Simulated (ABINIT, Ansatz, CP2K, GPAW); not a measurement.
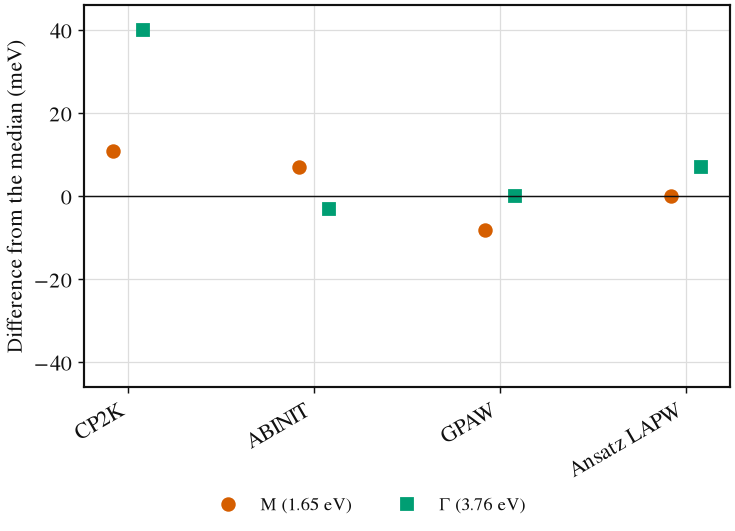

Direct gap at each named k point, for Cd₂S, space group P1, 3 atoms in the cell, atoms moved at random, drawn with an rms of 0.05 Å; a = 3.96 Å, b = 3.96 Å, c = 5.81 Å, α = 90.00°, β = 90.00°, γ = 120.00°. Four programs ran PBEsol (no spin polarisation, no spin-orbit coupling) on the same cell and 8×8×5 k mesh. The plot shows each result less the median of the plane-wave and all-electron runs, which the legend gives. In reduced coordinates of the cell that was run, M is (0.5, 0, 0). The smallest gap over all k points computed is less than these values: 0.14 eV in GPAW, from the valence top at (0.375, 0.25, −0.2) in reduced coordinates to the conduction bottom at (0.5, 0, 0.2) in reduced coordinates.

What spread should one expect between these programs?

The plane-wave and all-electron programs (GPAW, ABINIT and Ansatz LAPW) agree within 15 meV at these points. CP2K departs by up to +40 meV (at Γ).

| program | kind | valence electrons | M (eV) | Γ (eV) |
| --- | --- | --- | --- | --- |
| CP2K | local basis | 30 | 1.660 | 3.802 |
| ABINIT | plane waves | 30 | 1.656 | 3.759 |
| GPAW | plane waves | 30 | 1.641 | 3.762 |
| Ansatz LAPW | all-electron | – | 1.649 | 3.769 |

Settings. POTENTIAL_UZH Cd GTH-PBE-q12, S GTH-PBE-q6; TZVP-MOLOPT-PBE-GTH basis, Fermi-Dirac smearing of 0.05 eV (CP2K 2026.2). JTH PAW PBE v2.0, 599 eV cutoff, Fermi-Dirac smearing of 0.05 eV (ABINIT 10.8.3 (patched build)). PAW data sets generated in the run's folder for this functional, 600 eV cutoff, Fermi-Dirac smearing of 0.05 eV (GPAW). all-electron LAPW, Fermi-Dirac smearing of 0.05 eV (Ansatz 0.2.0).

LDA, GGA and most meta-GGA functionals understate gaps. The cell comes from a database of computed structures, and whether it is the stable form of this composition wasn't checked. ABINIT: the PAW data sets were made with another functional. CP2K: the potentials were made for another functional. CP2K: the basis of atomic orbitals isn't converged, which shifts gaps and empty levels.
